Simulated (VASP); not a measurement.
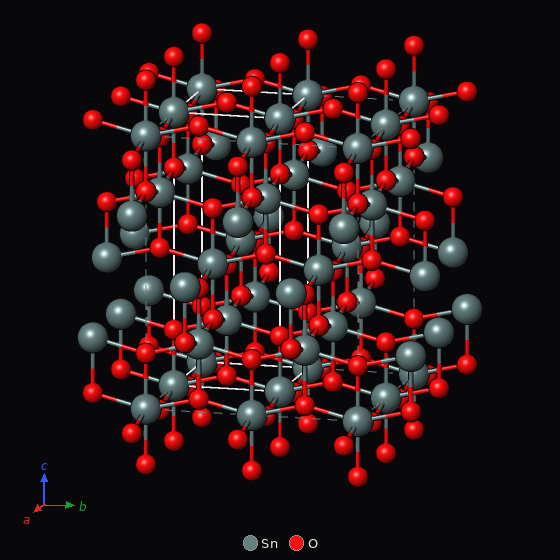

System SnO₂ (space group I4_1/amd, No. 141); source of the atomic positions: the end point of a relaxation with VASP Kohn-Sham DFT of a periodic cell, PBEsol with D4, VASP PAW PBE potentials, recommended (VASP 6.6.1).

Bonds are taken as O–Sn below 2.3 Å; no other contact counts. The graph is simplified in the usual way: terminal and isolated atoms are pruned, two-connected atoms become edges.

**What kind of net remains, and which atoms are its nodes?**

A binodal (3,6)-connected, three-periodic net: O is a 3-connected node; Sn is a 6-connected node, in the ratio 2:1.

**Which named net is it?**

It is the ant net, known from anatase.

**Is the net interpenetrated?**

It is a single net, without interpenetration.

**Give the first five terms of the coordination sequence (nodes one, two, three … edges away).**

O: 3, 13, 16, 54, 42; Sn: 6, 8, 32, 28, 84.

**Give the point symbol of each node (shortest cycle at each angle).**

O: 4²·6; Sn: 4⁴·6²·8⁸·10.
